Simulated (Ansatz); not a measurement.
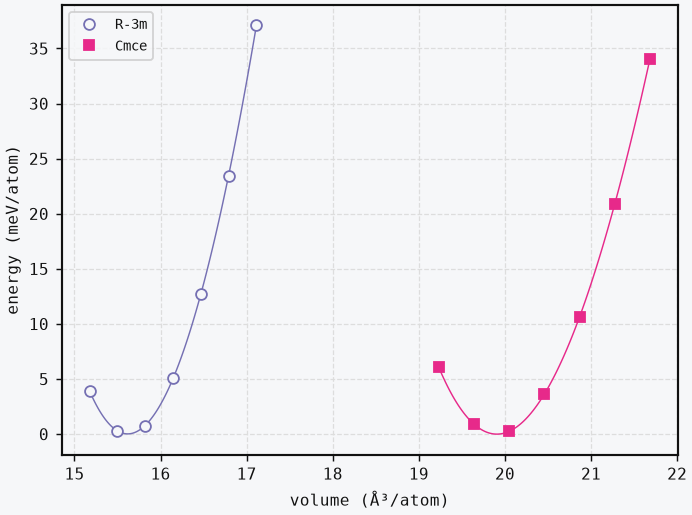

The plot gives the computed energy against volume, with one curve for each structure, for P. Each energy curve has its own zero, so the curves don't rank the structures.

Calculation (Ansatz 0.2.0): all-electron LAPW DFT, no spin polarisation; energies at scaled volumes of the given cell, shape and fractions fixed, counted from the fit's minimum, third-order Birch-Murnaghan fit. Level: LDA.

- occupations: Fermi–Dirac
- smearing width: 0.05 eV
- potentials: all electron LAPW, scalar relativistic

Settings that differ: R-3m: k mesh 9×9×9; Cmce: k mesh 8×8×6.

> Order the curves by fitted equilibrium volume, smallest first.

R-3m 15.618, Cmce 19.906 Å³/atom.

> Order the curves by fitted bulk modulus, smallest first.

Cmce 80.0, R-3m 95.3 GPa.

Limits of the calculation: shape and atomic fractions are frozen while scaling, which makes layered, chain and framework solids too stiff.
